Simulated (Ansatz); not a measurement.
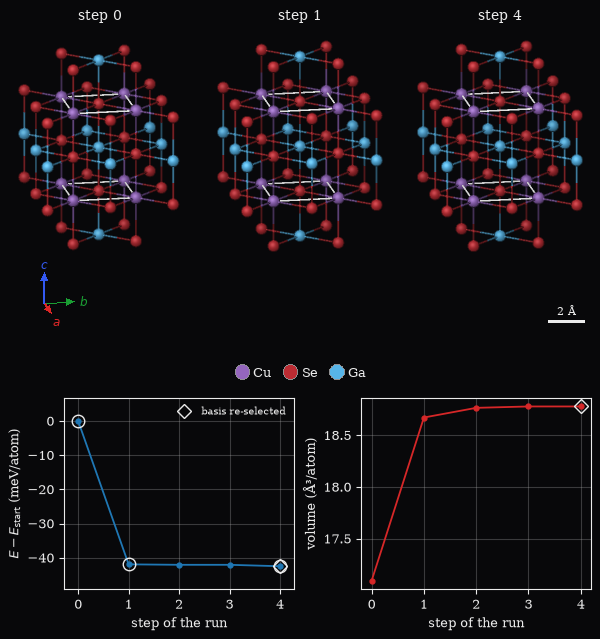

Frames of a relaxation of a crystal of GaCuSe$_{2}$ (a generated structure, set up in P4/mmm), marked on the history of the run. The picture is a ball-and-stick view of the cell of the calculation, seen slightly off an axis.

Method: Ansatz, DFT, PBE, plane waves, PAW. (plane-wave cutoff 420 eV; k-point mesh 6 × 6 × 4; occupations fermi dirac; smearing width 0.02 eV; no spin polarisation; cell and atoms relaxed; force threshold 0.005 eV/Å)

Q: What happens along the run?

A: The atoms keep their places relative to the cell (all moves are under 0.005 Å). The volume changes by +9.9 %, with a = b 3.643 → 3.764 Å (+3.3 %), c 5.152 → 5.302 Å (+2.9 %). Among the contacts that change: Cu–Se 2.576 → 2.662 Å, Ga–Se 2.576 → 2.662 Å. The space group stays P4/mmm (No. 123). After 3 accepted moves (4 points after the start) the energy has fallen by 42.5 meV per atom. All forces vanish by symmetry, so only the cell relaxes. Pressure: 8.82 GPa at the start and 0.00 GPa at the end. At 1 point the geometry stayed and the basis and grid were re-selected for the new cell (energy shift of 0.4 meV per atom at most each time). From step 0 to 1: volume +9.2 %, energy −41.9 meV per atom. From step 1 to 4: volume +0.6 %, energy −0.6 meV per atom.

```
step  E − E(0), meV/atom  pressure, GPa  volume, Å³/atom                      note
   0                0.00           8.82           17.093                          
   1              -41.93           0.45           18.671                          
   2              -42.07           0.07           18.765                          
   3              -42.07           0.02           18.778                          
   4              -42.48           0.00           18.778  same geometry, new basis
```
